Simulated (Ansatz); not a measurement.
Take the following structure.

```cif
data_structure
_symmetry_space_group_name_H-M 'P 4/m m m'
_symmetry_Int_Tables_number 123
_cell_length_a 2.4344
_cell_length_b 2.4344
_cell_length_c 6.9533
_cell_angle_alpha 90.000
_cell_angle_beta 90.000
_cell_angle_gamma 90.000
_cell_volume 41.21
loop_
_atom_site_label
_atom_site_type_symbol
_atom_site_symmetry_multiplicity
_atom_site_Wyckoff_symbol
_atom_site_fract_x
_atom_site_fract_y
_atom_site_fract_z
_atom_site_occupancy
Fe1 Fe 1 a 0.00000 0.00000 0.00000 1
Co1 Co 2 h 0.50000 0.50000 0.74408 1
Co2 Co 1 b 0.00000 0.00000 0.50000 1
```

Question: What crystal do these data define?

Answer: Chemical formula FeCo3. It takes space group P4/mmm (No. 123) on a primitive tetragonal lattice. It has 4 atoms to the cell (1 Fe, 3 Co). Each Fe has eight Co and four Fe in a cuboctahedral arrangement (2.48 Å to Co, 2.43 Å to Fe). Co takes two kinds of site: 2h with eight Co and four Fe in a cuboctahedral arrangement (2.42 to 2.43 Å to Co, 2.48 Å to Fe); 1b with twelve Co in a cuboctahedral arrangement at 2.42 to 2.43 Å. The bonds build a three-dimensional framework.

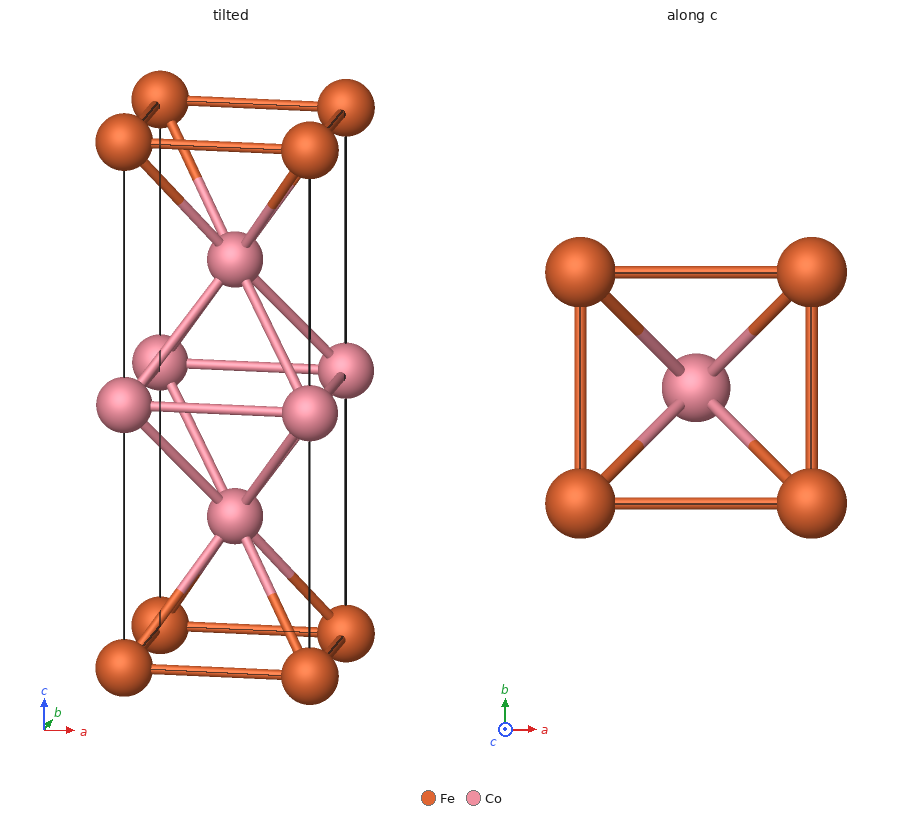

Structure drawing (ball-and-stick), viewed slightly off an axis and along the c axis. The lines enclose the conventional unit cell; boundary atoms appear with their images.

The structure was taken from a structure listed in the Materials Project. It was relaxed at fixed volume with DFT PBEsol, scalar-relativistic, plane waves, PAW (Ansatz 0.2.0).

At this level of theory the cell isn't at rest (compressed, at 7 GPa), so its distances can differ from those at equilibrium, the more so the softer the solid.
